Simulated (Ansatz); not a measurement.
A series of calculations on Co

Part 1: Relaxation

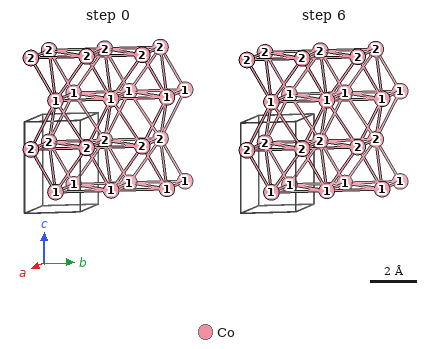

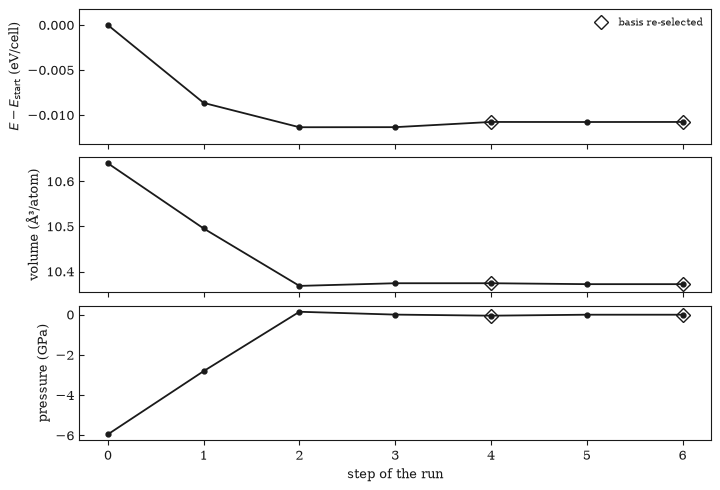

First and last geometry of a relaxation of a crystal of Co (set up in P6_3/mmc), with the history of the run. The picture is a ball-and-stick view of the cell of the calculation, repeated 2 × 3 × 2 with one cell outlined, seen slightly off an axis.

All numbers below come from DFT PBEsol, scalar-relativistic, plane waves, PAW (Ansatz 0.2.0).

The input:
```yaml
crystal:
  lattice:
    - [2.4719999032, 0.0, 0.0]
    - [-1.2359999516, 2.1408147143, 0.0]
    - [0.0, 0.0, 4.02114408]
  atoms:
    - { symbol: Co, position: [0.33333333, 0.66666667, 0.25], spin: 1.86 }
    - { symbol: Co, position: [0.66666667, 0.33333333, 0.75], spin: 1.86 }
basis:
  ecutwfc: 420
kpoints:
  mp_grid: { grid: [18, 18, 10] }
hamiltonian:
  xc: pbesol
scf:
  occupations: { method: gaussian, width: 0.1 }
output:
  forces: true
  stress: true
  eigenvalues: true
  populations: true
magnetization:
  spin_polarized: true
relax:
  adjacent_minimum: "off"
  f_tol: 0.005
  max_steps: 80
  cell: { stress_tol: 0.05 }
```

Launched with:
```bash
ansatz run input.yaml --threads 1 --pin off --max-ram 2560MiB --backend cpu --events-out ev --progress --plain --runs-dir out
```

Q: Did the run converge, and what did it change?

A: It converged. No atom moves by more than 0.005 Å relative to the cell. The volume changes by −2.5 %, with a = b 2.472 → 2.456 Å (−0.6 %), c 4.021 → 3.970 Å (−1.3 %). Near-neighbour distances that change, for instance: Co1–Co2 2.466 → 2.439 Å, Co1–Co1 2.472 → 2.456 Å. The space group stays P6_3/mmc (No. 194). The energy falls by 10.8 meV per cell of the calculation in 4 accepted moves (6 points after the start). All forces vanish by symmetry, so only the cell relaxes. The pressure goes from −5.94 to 0.00 GPa. At 2 points the geometry stayed and the basis and grid were re-selected for the new cell (energy shift of 0.6 meV per cell of the calculation at most each time). Cost: 80 s on 1 thread of Arm Neoverse V2, on a shared host, peak memory 0.45 GiB.

```tsv
step	E − E(0), meV/atom	pressure, GPa	volume, Å³/atom	note
0	0.00	-5.94	10.640	
1	-4.32	-2.80	10.496	
2	-5.67	0.15	10.368	
3	-5.67	0.00	10.374	
4	-5.38	-0.05	10.374	same geometry, new basis
5	-5.38	0.00	10.372	
6	-5.38	0.00	10.372	same geometry, new basis
```

Part 2: A change

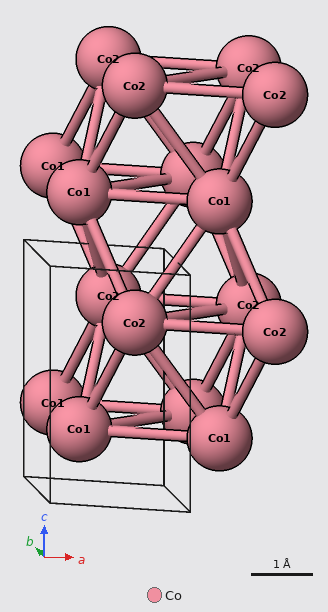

Reference structure: crystalline Co (set up in P6_3/mmc). Style: ball-and-stick. Shown: the cell of the calculation, repeated 2 × 2 × 2 with one cell outlined, slightly off an axis.

All numbers below come from DFT PBEsol, scalar-relativistic, plane waves, PAW in Ansatz. Set-up: plane-wave cutoff 420 eV; k-point mesh 24 × 24 × 14; occupations gaussian; smearing width 0.1 eV; collinear spin.

Change: Equal strain along all axes, −2.0 %, is applied. Symmetry leaves the atoms no freedom, so this is a single point.

Question: What does the calculation give for the changed structure?

Answer: Among the bonded contacts that change: Co–Co 2.456 → 2.407 Å, Co–Co 2.439 → 2.391 Å. The space group stays P6_3/mmc (No. 194). It costs 30.1 meV per atom. Pressure: 0.0 GPa before, 17.0 GPa after. The principal stresses (compression positive) are 16.9 GPa along c and 17.1 GPa across it. All forces vanish by symmetry. The absolute magnetisation per cell goes from 3.43 to 3.29 μB (net moment 3.15 and 3.04 μB).

The changed structure in the same view:

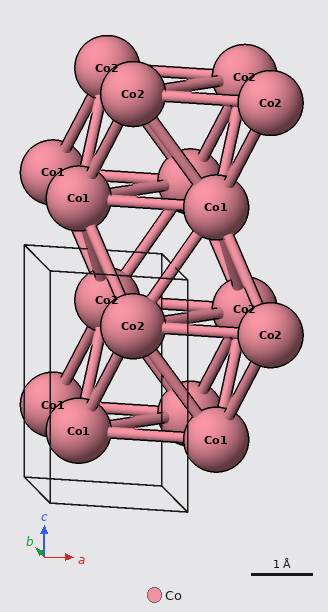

Part 3: Series

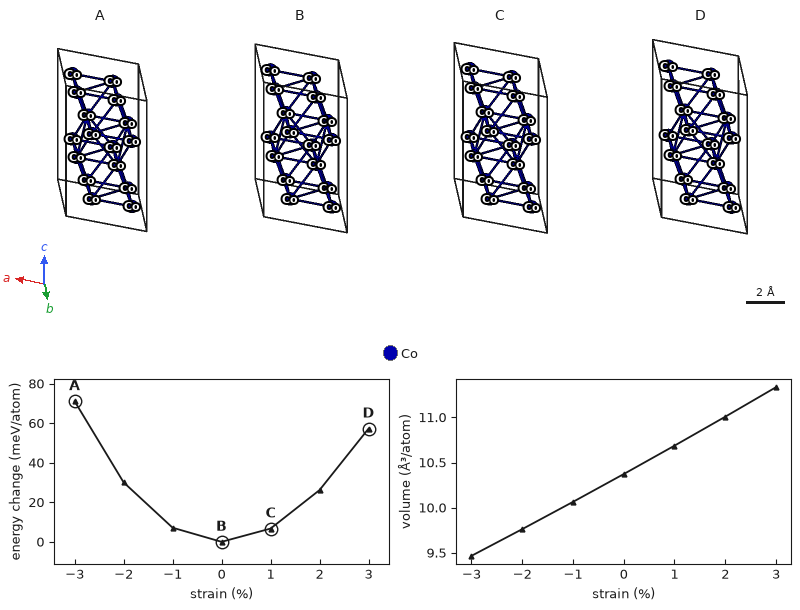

Members of a series of calculations on solid Co (set up in P6_3/mmc), marked on the first curve. The picture is a ball-and-stick view of the cell of the calculation, repeated to show the pattern, seen from a free direction.

Theory: DFT PBEsol, scalar-relativistic, plane waves, PAW in Ansatz. (plane-wave cutoff 420 eV; k-point mesh 24 × 24 × 14; occupations gaussian; smearing width 0.1 eV; collinear spin)

Question: Describe the series.

Answer: Equal strain along all axes, cell held, atoms relaxed. A (strain −3.0 %): energy change 71.1 meV/atom, volume 9.47 Å³ per atom. B (strain 0.0 %): energy change 0.0 meV/atom, volume 10.37 Å³ per atom. C (strain 1.0 %): energy change 6.7 meV/atom, volume 10.69 Å³ per atom. D (strain 3.0 %): energy change 57.3 meV/atom, volume 11.33 Å³ per atom. The rest compares A with D. Cell: a = b 4.766 → 5.060 Å (+6.2 %), c 7.701 → 8.177 Å (+6.2 %). Volume +19.7 %. Some distances before and after: Co–Co 2.383 → 2.530 Å, Co–Co 2.366 → 2.513 Å.
